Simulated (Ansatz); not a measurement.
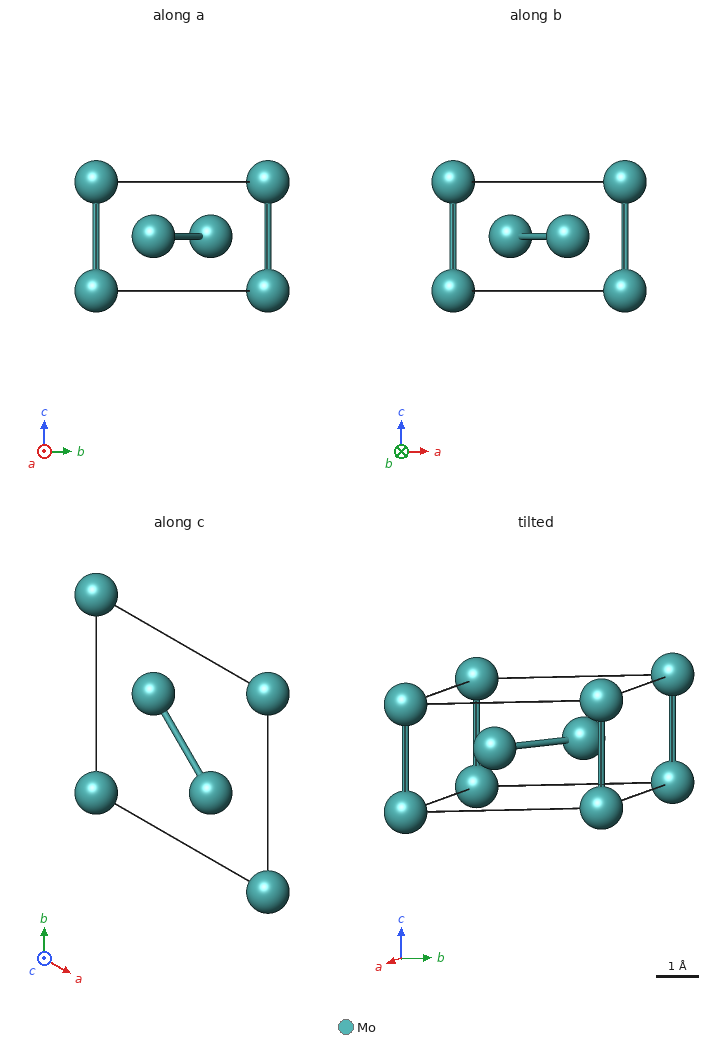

View along the a axis, along the b axis, along the c axis and slightly off an axis, drawn as a ball-and-stick model. The box is the conventional unit cell; atoms on or close to its faces, edges and corners are drawn wherever they repeat.

Lattice parameters: a = 4.798 Å, b = 4.798 Å, c = 2.633 Å, α = 90.00°, β = 90.00°, γ = 120.00°.

> Write down what is shown as a table of Wyckoff sites.

Space group P6/mmm (No. 191).
```json
{"atom": "Mo", "site": "1a", "x": "0.0000", "y": "0.0000", "z": "0.0000"}
{"atom": "Mo", "site": "2d", "x": "0.3333", "y": "0.6667", "z": "0.5000"}
```

Starting structure: a structure type filled with this element by a generator (whether the element takes this form wasn't checked). Earlier steps of the study may have refined or changed the cell and positions. A calculation with Ansatz used it as input.

At this level of theory the cell isn't at rest (stretched, at -23 GPa), so its distances can differ from those at equilibrium, the more so the softer the solid.
